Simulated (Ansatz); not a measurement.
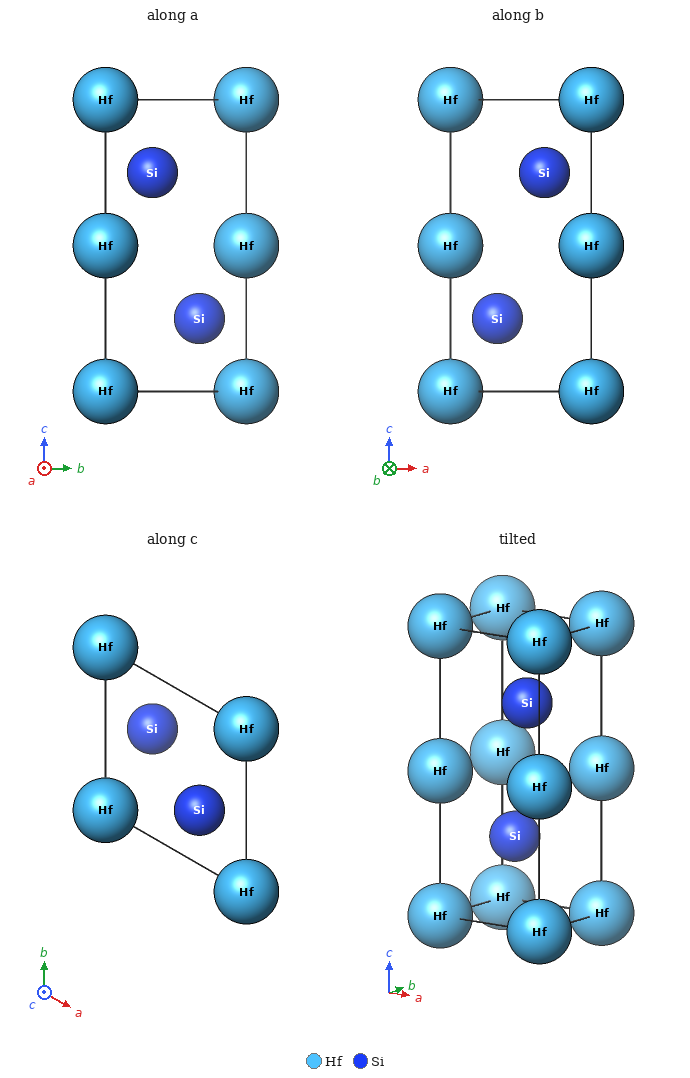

Figure: spheres-only view along the a axis, along the b axis, along the c axis and slightly off an axis. The lines enclose the conventional unit cell; boundary atoms appear with their images.

Lattice parameters: a = 3.6893 Å, b = 3.6893 Å, c = 6.6148 Å, α = 90.000°, β = 90.000°, γ = 120.000°.

### Set out the cell and atoms as a CIF with its space group and independent sites.

```cif
data_structure
_symmetry_space_group_name_H-M 'P 63/m m c'
_symmetry_Int_Tables_number 194
_cell_length_a 3.6893
_cell_length_b 3.6893
_cell_length_c 6.6148
_cell_angle_alpha 90.000
_cell_angle_beta 90.000
_cell_angle_gamma 120.000
_cell_volume 77.97
loop_
_atom_site_label
_atom_site_type_symbol
_atom_site_symmetry_multiplicity
_atom_site_Wyckoff_symbol
_atom_site_fract_x
_atom_site_fract_y
_atom_site_fract_z
_atom_site_occupancy
Hf1 Hf 2 a 0.0000 0.0000 0.0000 1
Si1 Si 2 c 0.3333 0.6667 0.2500 1
```

Starting structure: a structure type filled with these elements by a generator (whether the compound takes this form wasn't checked). Earlier steps of the study may have refined or changed the cell and positions. An electronic-structure calculation with Ansatz was run on it.
